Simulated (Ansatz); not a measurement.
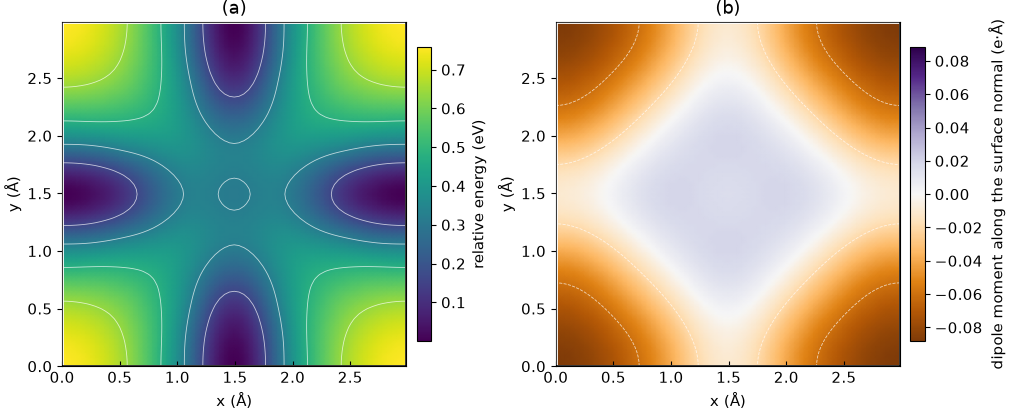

H on a Ta(100) slab cut from the Fm-3m phase, its upper half relaxed before the scan (3 atoms of substrate and one adsorbate in a 1 × 1 cell). 
- H is moved over the surface cell; relaxed at each place: the height of the adsorbate's atoms; substrate rigid; the origin of the map has the adsorbate above Ta3.
- Places are given modulo a cell vector. The map is drawn in real space over the plane of the surface.
- The grid has 6 × 6 points; 10 points were computed and 26 follow by symmetry.
- Energies: eV, counted from the lowest grid point.
- With one adsorbate in each 1 × 1 cell, its nearest image is 3.0 Å away, so neighbouring adsorbates interact.
- All numbers below come from DFT PBE, scalar-relativistic, plane waves, PAW in Ansatz 0.2.0. Settings: cutoff 420 eV, k-mesh 9×9×1, gaussian smearing 0.1 eV, no spin polarisation.

Panel (a) is the energy; panel (b) is the computed dipole moment along the surface normal, in e·Å.

The picture shows a smooth colour map with a few white contour lines, the outline of one cell of the plane. Between grid points the surface is interpolated.

**How does the dipole moment along the surface normal vary over the map, and what is it at the lowest grid point?**

It runs from −0.09 e·Å at the top site over a surface Ta atom, (0/6, 0/6) of the cell vectors to 0.02 e·Å at (2/6, 3/6) of the cell vectors [nearest 2 Ta at 2.05 Å]. At the lowest grid point, a bridge site between two Ta atoms, (0/6, 3/6) of the cell vectors, it is −0.01 e·Å.

| second ↓, first → | 0/6 | 1/6 | 2/6 | 3/6 | 4/6 | 5/6 |
| --- | --- | --- | --- | --- | --- | --- |
| 5/6 | −0.07 | −0.06 | −0.02 | 0.00 | −0.02 | −0.06 |
| 4/6 | −0.04 | −0.02 | 0.01 | 0.02 | 0.01 | −0.02 |
| 3/6 | −0.01 | 0.00 | 0.02 | 0.02 | 0.02 | 0.00 |
| 2/6 | −0.04 | −0.02 | 0.01 | 0.02 | 0.01 | −0.02 |
| 1/6 | −0.07 | −0.06 | −0.02 | 0.00 | −0.02 | −0.06 |
| 0/6 | −0.09 | −0.07 | −0.04 | −0.01 | −0.04 | −0.07 |

PAW datasets: the set soft_1.
